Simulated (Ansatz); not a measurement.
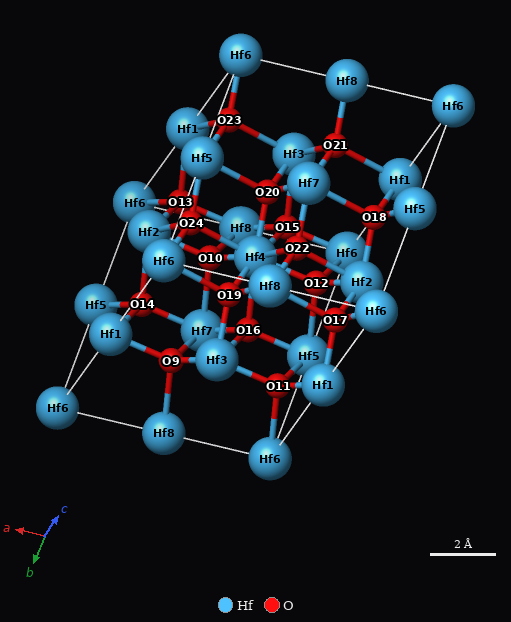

Figure 1. The structure (ball-and-stick view of the cell of the calculation, seen at an oblique angle; atoms are numbered from 1 in the order of the input). An atom can appear more than once, as a periodic image.

# HfO₂: a changed input and its effect

System: HfO₂ (P4₂/nmc, 24 atoms in the cell).
Method of the first run: DFT PBE, scalar-relativistic, plane waves, PAW, no spin polarisation (Ansatz 0.2.0).

The structure derives from a Materials Project entry. Text and figures count atoms from 1; the logs count them from 0 in places.

Input, the first run:
```yaml
crystal:
  lattice:
    - [-7.2086096241, 0.0, 0.0]
    - [0.0, 7.2086096241, 0.0]
    - [3.604304812, -3.604304812, -5.2639671518]
  atoms:
    - { symbol: Hf, position: [0.0, 0.0, 0.5] }
    - { symbol: Hf, position: [0.0, 0.5, 0.5] }
    - { symbol: Hf, position: [0.5, 0.0, 0.5] }
    - { symbol: Hf, position: [0.5, 0.5, 0.5] }
    - { symbol: Hf, position: [1.0, 0.5, 1.0] }
    - { symbol: Hf, position: [1.0, 0.0, 1.0] }
    - { symbol: Hf, position: [0.5, 0.5, 1.0] }
    - { symbol: Hf, position: [0.5, 0.0, 1.0] }
    - { symbol: O, position: [0.653373942, 0.903373942, 0.306747884] }
    - { symbol: O, position: [0.653373942, 0.403373942, 0.306747884] }
    - { symbol: O, position: [0.153373942, 0.903373942, 0.306747884] }
    - { symbol: O, position: [0.153373942, 0.403373942, 0.306747884] }
    - { symbol: O, position: [0.846626058, 0.096626058, 0.193252116] }
    - { symbol: O, position: [0.846626058, 0.596626058, 0.193252116] }
    - { symbol: O, position: [0.346626058, 0.096626058, 0.193252116] }
    - { symbol: O, position: [0.346626058, 0.596626058, 0.193252116] }
    - { symbol: O, position: [0.096626058, 0.846626058, 0.693252116] }
    - { symbol: O, position: [0.096626058, 0.346626058, 0.693252116] }
    - { symbol: O, position: [0.596626058, 0.846626058, 0.693252116] }
    - { symbol: O, position: [0.596626058, 0.346626058, 0.693252116] }
    - { symbol: O, position: [0.403373942, 0.153373942, 0.806747884] }
    - { symbol: O, position: [0.403373942, 0.653373942, 0.806747884] }
    - { symbol: O, position: [0.903373942, 0.153373942, 0.806747884] }
    - { symbol: O, position: [0.903373942, 0.653373942, 0.806747884] }
basis:
  ecutwfc: 420
  xc_grid: 2
kpoints:
  mp_grid: { grid: [2, 2, 2], shift: [0.0, 0.0, 0.0] }
hamiltonian:
  xc: pbe
scf:
  occupations: { method: gaussian, width: 0.01 }
output:
  forces: true
  stress: true
  eigenvalues: true
```

Launched with:
```bash
ansatz run input.yaml --threads 4 --pin off --max-ram 10240MiB --backend cpu --events-out ev --progress --plain --runs-dir out
```

Hardware: 4 threads of Intel Xeon @ 2.50GHz (Skylake/Cascade Lake), 32 GiB of memory available, shared host.

Output, shortened to warnings, some set-up lines, iterations and results (the first run):
```
Basis set: ecut = 420 eV, 5297 PW (Γ), exchange–correlation on 100×100×100 points (8 copies of the dense FFT grid, shifted against one another)
Symmetry: 64 space group operations
k-points: 4 of 8
Initial density: superposition of atomic densities (neutral atoms: chi_scale 0, normalization atom), corrected by the library's trained network
[...]
SCF iter   1: F=—  HF=-134892.155063 eV  |F-HF|=—  |Δ(HF+E_count)|=         —  Δρ=3.03e-3  dr2=6.43e-3  ethr=1.77e-3  ⟨swp⟩=5.8  Hψ=2184  notcnv=0  defer=27
SCF iter   2: F=—  HF=-134892.159794 eV  |F-HF|=—  |Δ(HF+E_count)|=   4.73e-3  Δρ=1.62e-3  dr2=2.25e-3  ethr=2.11e-6  ⟨swp⟩=2.8  Hψ=1483  notcnv=0  defer=91
SCF iter   3: F=—  HF=-134892.161608 eV  |F-HF|=—  |Δ(HF+E_count)|=   1.81e-3  Δρ=4.01e-4  dr2=3.43e-4  ethr=7.39e-7  ⟨swp⟩=2.0  Hψ=1152  notcnv=0  defer=63
SCF iter   4: F=—  HF=-134892.161532 eV  |F-HF|=—  |Δ(HF+E_count)|=   7.58e-5  Δρ=1.37e-4  dr2=4.57e-5  ethr=1.13e-7  ⟨swp⟩=2.0  Hψ=1120  notcnv=0  defer=63
SCF iter   5: F=—  HF=-134892.160883 eV  |F-HF|=—  |Δ(HF+E_count)|=   6.49e-4  Δρ=6.21e-5  dr2=1.24e-5  ethr=1.50e-8  ⟨swp⟩=2.0  Hψ=1021  notcnv=0  defer=63
SCF iter   6: F=—  HF=-134892.160893 eV  |F-HF|=—  |Δ(HF+E_count)|=   1.02e-5  Δρ=2.54e-5  dr2=2.17e-6  ethr=4.07e-9  ⟨swp⟩=2.0  Hψ=1118  notcnv=0  defer=63
SCF iter   7: F=—  HF=-134892.160895 eV  |F-HF|=—  |Δ(HF+E_count)|=   1.41e-6  Δρ=1.40e-5  dr2=3.76e-7  ethr=7.15e-10  ⟨swp⟩=2.0  Hψ=1120  notcnv=0  defer=63
SCF iter   8: F=-134892.160895 eV  HF=-134892.160895 eV  |F-HF|=1.69e-9  |Δ(HF+E_count)|=   4.69e-7  Δρ=1.79e-6  dr2=6.77e-9  ethr=3.29e-11  ⟨swp⟩=9.2  Hψ=3131  notcnv=0
SCF 1 converged in 8 iterations: F = -134892.160895 eV  dr2 = 6.77e-9
SCF converged after 8 iterations
Free energy (F): -134892.160895 eV
Harris-Foulkes:  -134892.160895 eV  (|F-HF|=1.69e-9)
Internal energy: -134892.160895 eV  (E = F + TS)
E sigma→0 (E₀):  -134892.160895 eV
Fermi energy:    16.692243 eV
--- Per-component energies (eV) ---
  E_band       = 119.281362
  E_kinetic    = 6167.811593
  E_local      = -47380.064078  (includes V_loc(G=0)·N_el)
  E_nonlocal   = -9177.432793
  E_hartree    = 21654.341183
  E_xc         = -3580.242612
  E_vxc        = -3635.750563  (∫ρ·V_xc dr)
  E_paw        = -57943.509273  (= ΣΔE_a)
  E_vpaw       = 10836.011587  (= ΣTr[D̂ρ^β])
  E_aug_tail   = 0.040128  (compensation charges beyond the density's cutoff)
  E_ewald      = -44633.105044
  E_smearing   = -0.000000  (= −TS)
  E_closure    = 0.000000  (closes the sum)
  Σ components = -134892.160895   (vs F -134892.160895, Δ=0.00e0)
--- Forces (eV/Å), atoms counted from 1 ---
  atom   1  Hf     0.00000000     0.00000000    -0.00000000
  atom   2  Hf     0.00000000     0.00000000    -0.00000000
  atom   3  Hf     0.00000000     0.00000000    -0.00000000
  atom   4  Hf     0.00000000     0.00000000    -0.00000000
  atom   5  Hf    -0.00000000    -0.00000000     0.00000000
  atom   6  Hf    -0.00000000    -0.00000000     0.00000000
  atom   7  Hf    -0.00000000    -0.00000000     0.00000000
  atom   8  Hf    -0.00000000    -0.00000000     0.00000000
  atom   9  O      0.00000000    -0.00000000     0.00121901
  atom  10  O      0.00000000    -0.00000000     0.00121901
  atom  11  O      0.00000000    -0.00000000     0.00121901
  atom  12  O      0.00000000    -0.00000000     0.00121901
  atom  13  O     -0.00000000     0.00000000    -0.00121901
  atom  14  O     -0.00000000     0.00000000    -0.00121901
  atom  15  O     -0.00000000     0.00000000    -0.00121901
  atom  16  O     -0.00000000     0.00000000    -0.00121901
  atom  17  O     -0.00000000     0.00000000    -0.00121901
  atom  18  O     -0.00000000     0.00000000    -0.00121901
  atom  19  O     -0.00000000     0.00000000    -0.00121901
  atom  20  O     -0.00000000     0.00000000    -0.00121901
  atom  21  O      0.00000000    -0.00000000     0.00121901
  atom  22  O      0.00000000    -0.00000000     0.00121901
  atom  23  O      0.00000000    -0.00000000     0.00121901
  atom  24  O      0.00000000    -0.00000000     0.00121901
  max |Σ_I F_I| component: 4.34e-18 eV/Å
--- Stress (GPa, compression-positive) ---
        0.012681      -0.000000      -0.000000
       -0.000000       0.012681       0.000000
       -0.000000       0.000000      -0.001592
  P = ⅓ Tr σ = 0.0079 GPa (0.079 kbar)
```

The input of the second run differs as follows (lines with − go, lines with + come):
```diff
+  precision: f64
+  eigensolver: { kind: davidson }
+  mixing: { algorithm: anderson, beta: 0.2, ndim: 16 }
```

Predict how the results change.

Both reach the same energy, so the change doesn't alter the result. The SCF takes 10 iterations against 8. On the same kind of shared host the second run took about 2.2 times as long.

Output, shortened to warnings, some set-up lines, iterations and results (the second run):
```
Basis set: ecut = 420 eV, 5297 PW (Γ), exchange–correlation on 100×100×100 points (8 copies of the dense FFT grid, shifted against one another)
Symmetry: 64 space group operations
k-points: 4 of 8
Initial density: superposition of atomic densities (neutral atoms: chi_scale 0, normalization atom), corrected by the library's trained network
[...]
SCF iter   1: F=—  HF=-134892.150263 eV  |F-HF|=—  |Δ(HF+E_count)|=         —  Δρ=3.07e-3  dr2=6.75e-3  ethr=1.77e-3  ⟨swp⟩=6.2  Hψ=2823  notcnv=0
SCF iter   2: F=—  HF=-134892.157875 eV  |F-HF|=—  |Δ(HF+E_count)|=   7.61e-3  Δρ=2.47e-3  dr2=4.53e-3  ethr=2.22e-6  ⟨swp⟩=4.0  Hψ=2347  notcnv=0  κ⁻¹=1.0e0(r=1)
SCF iter   3: F=—  HF=-134892.161000 eV  |F-HF|=—  |Δ(HF+E_count)|=   3.12e-3  Δρ=3.33e-4  dr2=2.35e-4  ethr=7.56e-8  ⟨swp⟩=3.0  Hψ=3088  notcnv=0  κ⁻¹=3.7e-4(r=2)
SCF iter   4: F=—  HF=-134892.161084 eV  |F-HF|=—  |Δ(HF+E_count)|=   8.34e-5  Δρ=2.88e-4  dr2=1.29e-4  ethr=7.56e-8  ⟨swp⟩=3.0  Hψ=1517  notcnv=0  κ⁻¹=2.8e-4(r=3)
SCF iter   5: F=—  HF=-134892.161168 eV  |F-HF|=—  |Δ(HF+E_count)|=   8.42e-5  Δρ=1.54e-4  dr2=3.81e-5  ethr=4.24e-8  ⟨swp⟩=4.0  Hψ=1800  notcnv=0  κ⁻¹=2.2e-5(r=4)
SCF iter   6: F=—  HF=-134892.160891 eV  |F-HF|=—  |Δ(HF+E_count)|=   2.77e-4  Δρ=7.16e-5  dr2=7.19e-6  ethr=1.25e-8  ⟨swp⟩=4.0  Hψ=2118  notcnv=0  κ⁻¹=9.4e-7(r=5)
SCF iter   7: F=—  HF=-134892.160891 eV  |F-HF|=—  |Δ(HF+E_count)|=   3.08e-7  Δρ=5.51e-5  dr2=3.39e-6  ethr=2.36e-9  ⟨swp⟩=3.2  Hψ=1653  notcnv=0  κ⁻¹=7.7e-7(r=6)
SCF iter   8: F=—  HF=-134892.160895 eV  |F-HF|=—  |Δ(HF+E_count)|=   3.90e-6  Δρ=2.54e-5  dr2=1.33e-6  ethr=1.12e-9  ⟨swp⟩=4.0  Hψ=1881  notcnv=0  κ⁻¹=3.7e-7(r=7)
SCF iter   9: F=—  HF=-134892.160895 eV  |F-HF|=—  |Δ(HF+E_count)|=  4.66e-10  Δρ=2.39e-5  dr2=1.18e-6  ethr=4.38e-10  ⟨swp⟩=2.0  Hψ=1288  notcnv=0  κ⁻¹=1.3e-7(r=8)
SCF iter  10: F=-134892.160895 eV  HF=-134892.160895 eV  |F-HF|=8.79e-9  |Δ(HF+E_count)|=   2.92e-7  Δρ=7.28e-6  dr2=5.88e-8  ethr=3.89e-10  ⟨swp⟩=3.0  Hψ=1543  notcnv=0
SCF 1 converged in 10 iterations: F = -134892.160895 eV  dr2 = 5.88e-8
  Residual-converged pass: ⟨swp⟩=3.0  Hψ=1960  notcnv=0  max |occ|·‖R‖ = 6.6e-6 eV (tolerance 6.7e-6 eV)  dr2=4.52e-8  dr2_onsite=5.60e-8  max |Δocc| = 0.0e0
SCF converged after 10 iterations
Stability not checked: this state was not tested for a lower state beside it, because the mixer in use, unlike msr1, does not test its closes by its own steps (another_mixer; see scf.mixing.algorithm and scf.lower_state_search)
Free energy (F): -134892.160895 eV
Harris-Foulkes:  -134892.160895 eV  (|F-HF|=8.79e-9)
Internal energy: -134892.160895 eV  (E = F + TS)
E sigma→0 (E₀):  -134892.160895 eV
Fermi energy:    16.692251 eV
--- Per-component energies (eV) ---
  E_band       = 119.282636
  E_kinetic    = 6167.809818
  E_local      = -47380.061911  (includes V_loc(G=0)·N_el)
  E_nonlocal   = -9177.440026
  E_hartree    = 21654.336925
  E_xc         = -3580.241808
  E_vxc        = -3635.749487  (∫ρ·V_xc dr)
  E_paw        = -57943.498977  (= ΣΔE_a)
  E_vpaw       = 10836.011751  (= ΣTr[D̂ρ^β])
  E_aug_tail   = 0.040128  (compensation charges beyond the density's cutoff)
  E_ewald      = -44633.105044
  E_smearing   = -0.000000  (= −TS)
  E_closure    = -0.000000  (closes the sum)
  Σ components = -134892.160895   (vs F -134892.160895, Δ=0.00e0)
--- Forces (eV/Å), atoms counted from 1 ---
  atom   1  Hf     0.00000000     0.00000000    -0.00000000
  atom   2  Hf     0.00000000     0.00000000    -0.00000000
  atom   3  Hf     0.00000000     0.00000000    -0.00000000
  atom   4  Hf     0.00000000     0.00000000    -0.00000000
  atom   5  Hf    -0.00000000    -0.00000000     0.00000000
  atom   6  Hf    -0.00000000    -0.00000000     0.00000000
  atom   7  Hf    -0.00000000    -0.00000000     0.00000000
  atom   8  Hf    -0.00000000    -0.00000000     0.00000000
  atom   9  O      0.00000000    -0.00000000     0.00122182
  atom  10  O      0.00000000    -0.00000000     0.00122182
  atom  11  O      0.00000000    -0.00000000     0.00122182
  atom  12  O      0.00000000    -0.00000000     0.00122182
  atom  13  O     -0.00000000     0.00000000    -0.00122182
  atom  14  O     -0.00000000     0.00000000    -0.00122182
  atom  15  O     -0.00000000     0.00000000    -0.00122182
  atom  16  O     -0.00000000     0.00000000    -0.00122182
  atom  17  O     -0.00000000     0.00000000    -0.00122182
  atom  18  O     -0.00000000     0.00000000    -0.00122182
  atom  19  O     -0.00000000     0.00000000    -0.00122182
  atom  20  O     -0.00000000     0.00000000    -0.00122182
  atom  21  O      0.00000000    -0.00000000     0.00122182
  atom  22  O      0.00000000    -0.00000000     0.00122182
  atom  23  O      0.00000000    -0.00000000     0.00122182
  atom  24  O      0.00000000    -0.00000000     0.00122182
[...]
```

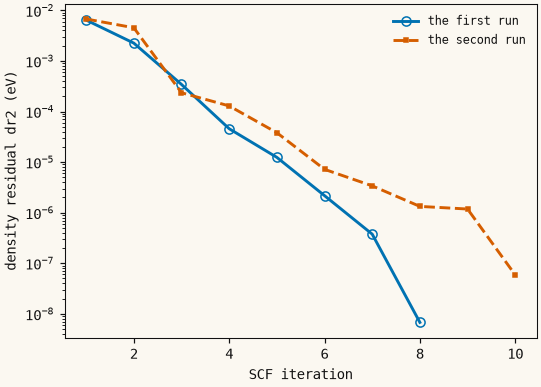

Figure 2. Convergence of the two runs: density residual dr2 against the SCF iteration. The first run takes 8 iterations in all, and the second run takes 10.

The two runs side by side:

```tsv
quantity	the first run	the second run
outcome	converged	converged
free energy per atom (eV)	−5620.5067	−5620.5067
gap on the mesh (eV)	4.67	4.67
pressure (GPa)	0.01	0.01
largest force (eV/Å)	0.001	0.001
SCF iterations	8	10
irreducible k-points	4	4
plane waves at Γ	5297	5297
wall time (shared host)	3.2 s	7.1 s
```

For both runs: Spin–orbit coupling is left out, which matters for Hf.
